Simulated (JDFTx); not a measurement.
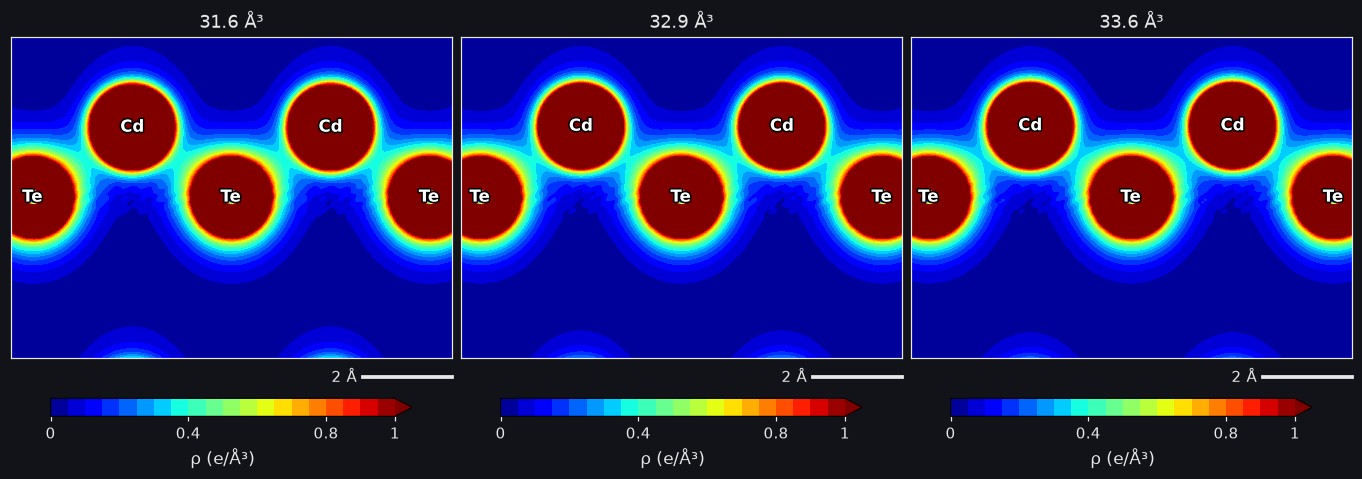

CdTe. The valence charge density (pseudo) of cells scaled evenly to different volumes (given per atom above each panel), on the (11̄0) plane of each (indices in the axes of the cell below), at one length scale and on one colour scale.

The calculation used Kohn-Sham DFT of a periodic cell, r2SCAN, SG15-PBE-1.2 in JDFTx.

The density is the valence pseudo-density of a pseudopotential calculation; it isn't the true density close to the nuclei.

The largest cell:

```
Te Cd
1.0
     0.00000    3.26786    3.26786
     3.26786    0.00000    3.26786
     3.26786    3.26786    0.00000
Te Cd
1 1
Direct
  0.75000 0.75000 0.75000
  0.00000 0.00000 0.00000
```

| volume (Å³/atom) | Cd–Te contact in the plane (Å) | ρ at its midpoint (e/Å³) | pressure (GPa) | gap on the mesh (eV) | 
| --- | --- | --- | --- | --- |
| 31.60 | 2.738 | 0.388 | 5.3 | 1.27 | 
| 32.26 | 2.757 | ? | ? | ? | 
| 32.92 | 2.776 | 0.366 | 2.9 | 1.14 | 
| 33.58 | 2.794 | 0.356 | 1.9 | 1.08 | 
| 34.90 | 2.830 | 0.337 | 0.1 | 0.96 | 

Q: What values belong in the row with question marks?

A: Over the known rows ln ρ falls by 1.53 per Å of Cd–Te distance (a least-squares line), which gives 0.377 e/Å³ at 2.757 Å; the calculation gives 0.377 e/Å³. For the pressure, a straight line in volume between the neighbouring rows gives 4.1 GPa; the calculation gives 4.0. For the gap on the mesh, a straight line in volume between the neighbouring rows gives 1.21 eV; the calculation gives 1.21.
